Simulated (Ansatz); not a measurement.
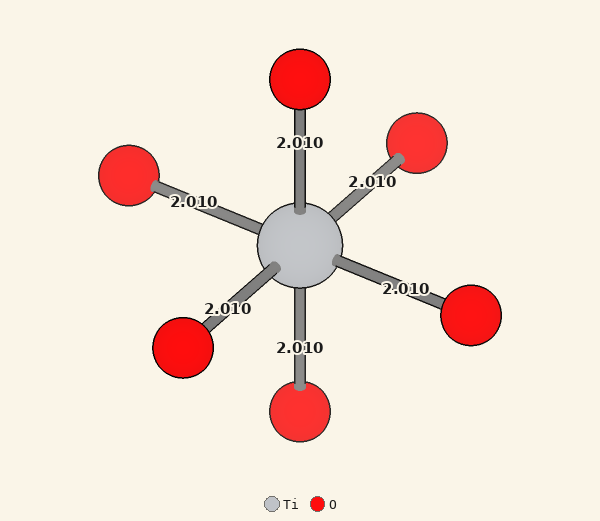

The surroundings of site Ti1 (at 0.000, 0.000, 0.000) in BaTiO₃ (Pm-3m), with bond lengths in Å.

Origin of the cell: the end point of a relaxation with DFT PBE, scalar-relativistic, plane waves, PAW in Ansatz 0.2.0.

```
CELL_PARAMETERS angstrom
4.01925 0.00000 0.00000
0.00000 4.01925 0.00000
0.00000 0.00000 4.01925
ATOMIC_POSITIONS crystal
Ba 0.50000 0.50000 0.50000
Ti 0.00000 0.00000 0.00000
O 0.50000 0.00000 0.00000
O 0.00000 0.50000 0.00000
O 0.00000 0.00000 0.50000
```

Bond valence s = exp((R0 − d)/b), R0 fitted to published crystal structures with b = 0.37 Å; R0 in Å: Ti4+–O 1.801.

> Calculate the bond-valence sum of Ti1 from the bonds drawn.

6 × 0.568 = 3.41 v.u., against a formal valence of 4: underbonded (bonds long for this ion) by 0.59.

Further R0 (Å): Ba2+–O 2.279.

> And over the whole structure?

| site | x, y, z | formal valence | bond-valence sum | difference |
| --- | --- | --- | --- | --- |
| Ba1 | 0.500, 0.500, 0.500 | +2 | 2.64 | 0.64 |
| Ti1 | 0.000, 0.000, 0.000 | +4 | 3.43 | -0.57 |
| O1 | 0.500, 0.000, 0.000 | −2 | 2.02 | 0.02 |

These sums include all anions within 5 Å. The global instability index (root mean square of the differences over all atoms) is 0.38 v.u.: above 0.2, which by the usual rule of thumb marks a strained structure. Cells relaxed with PBE tend to have slightly long bonds, which lowers the sums.
